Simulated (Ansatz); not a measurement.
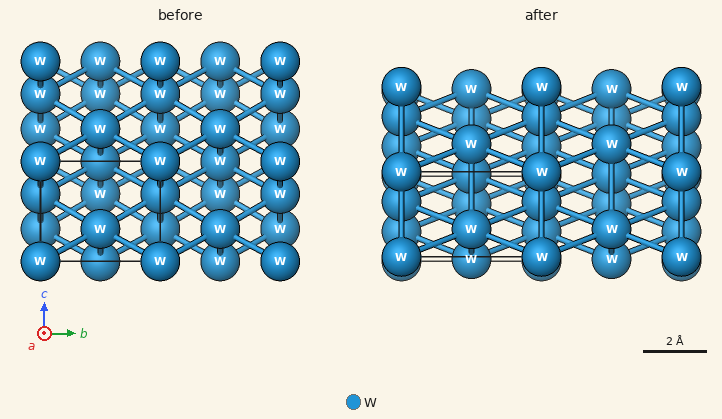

The structure of crystalline W (built on the Te_12 type) (coarse preliminary run) before (left) and after (right) a relaxation, at one scale.

Style: ball-and-stick. Shown: the conventional cell (2 times the calculation's cell), repeated 1 × 2 × 2 with one cell outlined, along the a axis. Lengths and directions refer to the drawn axes.

Case: Te type (C2/m, No. 12).

The calculation used Ansatz, DFT PBE, scalar-relativistic, plane waves, PAW. (plane-wave cutoff 420 eV; k-point mesh 6 × 6 × 6; occupations gaussian; smearing width 0.1 eV; no spin polarisation; cell and atoms relaxed; force threshold 0.04 eV/Å; at most 70 steps)

### What changed between the two?

After 7 accepted moves (9 points after the start) the energy has fallen by 3.374 eV per cell of the calculation. Largest force component: 2.6 eV/Å at the start, 0.00029 eV/Å at the end. The pressure goes from 65.23 to −0.03 GPa. The SCF was repeated twice at an unchanged geometry on a basis and grid sized afresh for the cell, which shifted the energy by 13.7 meV per cell of the calculation at most. The largest moves relative to the cell, 0.076 Å, are those of W atoms. The drawn cell changes as follows: a 6.897 → 7.818 Å (+13.3 %), b 3.863 → 4.513 Å (+16.8 %), c 3.225 → 2.743 Å (−14.9 %), β 91.9° → 90.0°; the volume changes by +12.7 %. Among the contacts that change: W–W 3.225 → 2.743 Å, W–W 2.437 → 2.762 Å, W–W 2.474 → 2.762 Å, W–W 2.527 → 2.761 Å. Among the angles between lasting bonds that change: W–W–W 99.7° → 109.6°, W–W–W 80.3° → 70.4°, W–W–W 79.0° → 70.4°. The space group (tolerance 0.01 Å) goes from C2/m (No. 12) to R-3m (No. 166). The run took about 50 core-seconds on a shared host.
